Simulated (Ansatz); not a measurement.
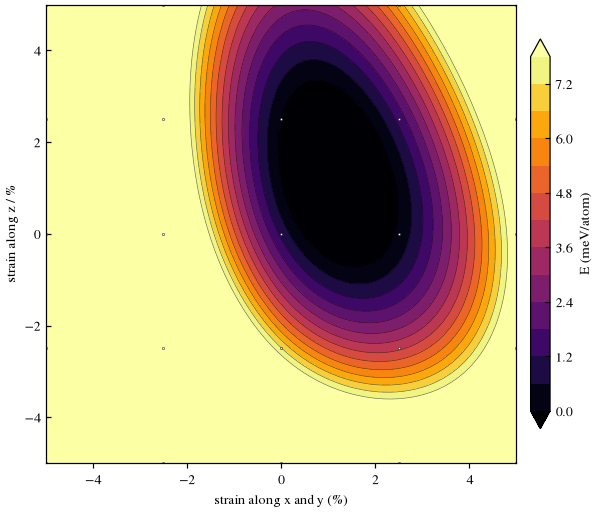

NaF (Fm-3m, No. 225; 2 atoms in the cell). The cell is strained homogeneously, by one strain along x and y and another along z, with fractional coordinates fixed (x, y and z along the cube axes). The first coordinate is: strain along x and y; the second: strain along z. The grid has 5 × 5 points. Points are written as (first, second). Energies are in meV/atom, from the lowest grid point. The reference cell is the one listed in the database, not relaxed at this level. These are results of DFT PBE, scalar-relativistic, plane waves, PAW in Ansatz 0.2.0, not measurements. Settings: cutoff 420 eV, k-mesh 8×8×8, gaussian smearing 0.05 eV, no spin polarisation.

In the figure: filled contours, dots at the grid points, one colour for all values above the top of the scale. Between grid points the surface is interpolated.

Estimate the clamped-ion elastic constants that this map fixes.

With the cell volume of 25.1 Å³, the curvatures of the interpolated surface at its minimum give C₁₁ + C₂₂ + 2C₁₂ ≈ 230 GPa, C₃₃ ≈ 91 GPa and C₁₃ + C₂₃ ≈ 48 GPa (clamped ions, Cartesian axes of the cell). A stretch of 1 % along z with free sides (kept equal in x and y) would change the in-plane lengths by about −0.21 %.
